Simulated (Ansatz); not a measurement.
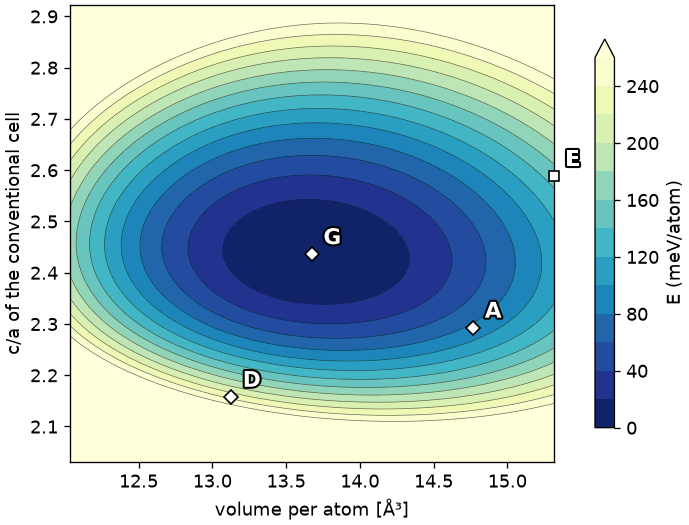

Si₂W (I4/mmm, No. 139; 3 atoms in the cell). 
- The energy is mapped over volume and the cell's shape.
- First axis: volume per atom. Second axis: c/a of the conventional cell.
- Nothing is relaxed (fractional coordinates fixed).
- The scan uses a 7 × 7 grid.
- Points are written as (first, second).
- All energies are given in meV/atom relative to the lowest grid point.
- Theory: Ansatz, DFT PBE, scalar-relativistic, plane waves, PAW. Settings: cutoff 420 eV, k-mesh 18×18×18, gaussian smearing 0.15 eV, no spin polarisation.

The picture shows filled contours, one colour for all values above the top of the scale, lettered points. Between grid points the surface is interpolated.

Is A the lowest point of the computed grid?

Answer. No. A lies 85 meV/atom above the lowest grid point, which is at (13.67 Å³, 2.436).

What kind of point is each of D, G: minimum, saddle, maximum or slope?

Answer. D: on a slope; G: minimum. (In these two coordinates alone; a stationary point may lie a little off the grid point.)

Rank the lettered points by energy, lowest first.

Answer. G (0 meV/atom), A (85 meV/atom), E (150 meV/atom), D (233 meV/atom).

PAW datasets: the set soft_1.
